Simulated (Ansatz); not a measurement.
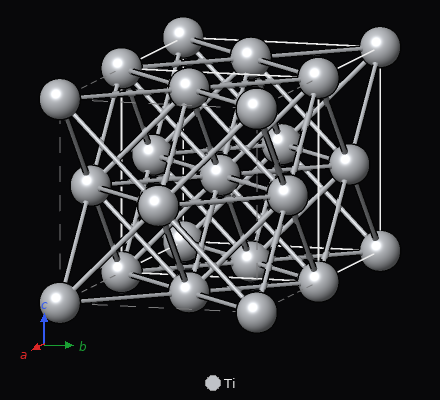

Ti (Fm-3m, No. 225): coordinates from a relaxation with Ansatz, DFT, LDA (PW92), plane waves (420 eV) with PAW, scalar-relativistic; the starting structure was generated, so it need not be a known form of this composition.

```cif
data_structure
_symmetry_space_group_name_H-M 'P 1'
_symmetry_Int_Tables_number 1
_cell_length_a 4.0049
_cell_length_b 4.0049
_cell_length_c 4.0049
_cell_angle_alpha 90.000
_cell_angle_beta 90.000
_cell_angle_gamma 90.000
_cell_volume 64.23
loop_
_atom_site_label
_atom_site_type_symbol
_atom_site_fract_x
_atom_site_fract_y
_atom_site_fract_z
_atom_site_occupancy
Ti1 Ti 0.00000 0.00000 0.00000 1
Ti2 Ti 0.00000 0.50000 0.50000 1
Ti3 Ti 0.50000 0.00000 0.50000 1
Ti4 Ti 0.50000 0.50000 0.00000 1
```

Q: What will a Z-contrast image along [221] show? Simulated incoherent Z contrast: every atom adds Z^1.6 spread by a probe of 0.57 Å full width; channelling and multiple scattering are left out. The probe carries 25 % of its weight in a tail 2.5 times as wide. The speckle of an amorphous layer was added.

A: The columns repeat on a centred rectangular net of 0.94 × 2.83 Å (plane group c2mm). All columns are alike (Ti). The shortest distance between visible columns is 0.94 Å in projection. Along the beam the structure repeats every 12.01 Å.

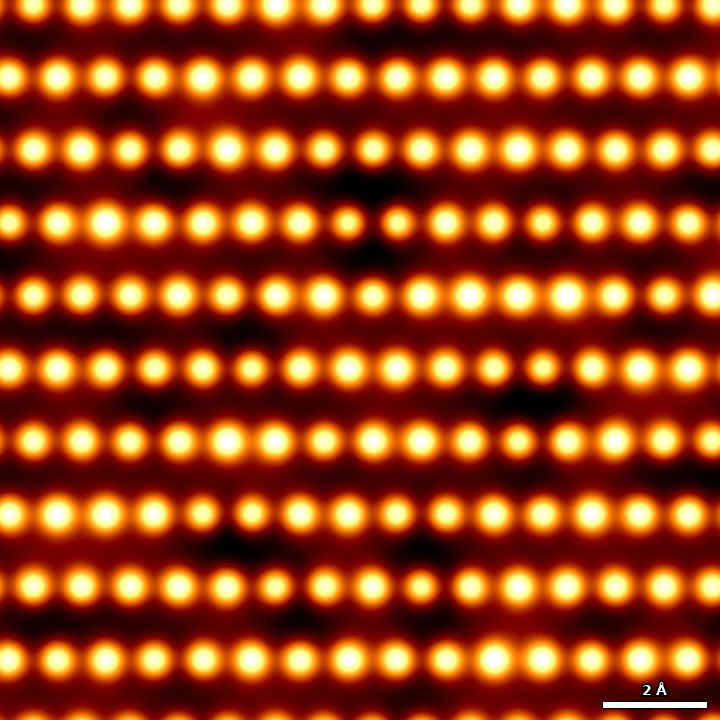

The simulated image.
